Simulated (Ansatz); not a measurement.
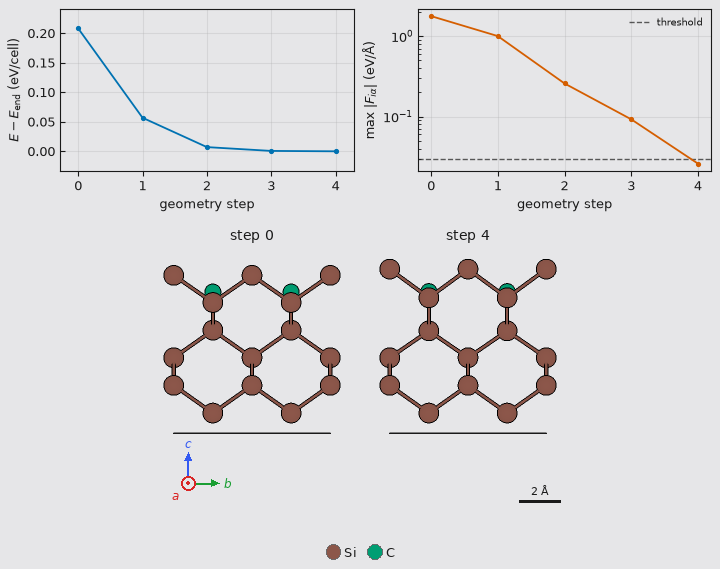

First and last geometry of a constrained relaxation of a slab of composition Si₆C (cut from the Fd-3m phase), with the history of the run. The picture is a ball-and-stick view of the 2 × 2 repeat of the cell, outlined in the plane, without the vacuum, seen along the a axis.

Case: C put at a hollow Si-Si site. The slab is the (1 0 0) face of Si with C on it. 3 atoms are held fixed.

These are results of DFT PBEsol, scalar-relativistic, plane waves, PAW (Ansatz), not measurements. (plane-wave cutoff 420 eV; k-point mesh 8 × 8 × 1; occupations gaussian; smearing width 0.05 eV; collinear spin; dipole correction; atoms relaxed in a fixed cell; force threshold 0.03 eV/Å; at most 70 steps)

Did the run converge, and what did it change?

It converged. The largest move is that of a Si atom, 0.31 Å along the normal (+c). By element the largest moves are Si 0.31 Å, C 0.02 Å. The lattice vectors keep their values. Among the contacts that change: Si–Si 2.354 → 2.516 Å, C–Si 1.872 → 1.925 Å, C–Si 1.988 → 1.944 Å, Si–Si 2.337 → 2.381 Å. Bond angles that change, for instance: C–Si–C 150.2° → 162.3°, Si–C–Si 150.2° → 162.3°, Si–Si–C 159.6° → 148.6°. Over 4 geometry steps the energy falls by 0.208 eV per cell of the calculation. The largest force component goes from 1.8 to 0.026 eV/Å. The program noted that the starting moments weren't kept.

Limits of the set-up: the periodic images lie only 3.8 Å apart, so the values are limited by the cell's size.
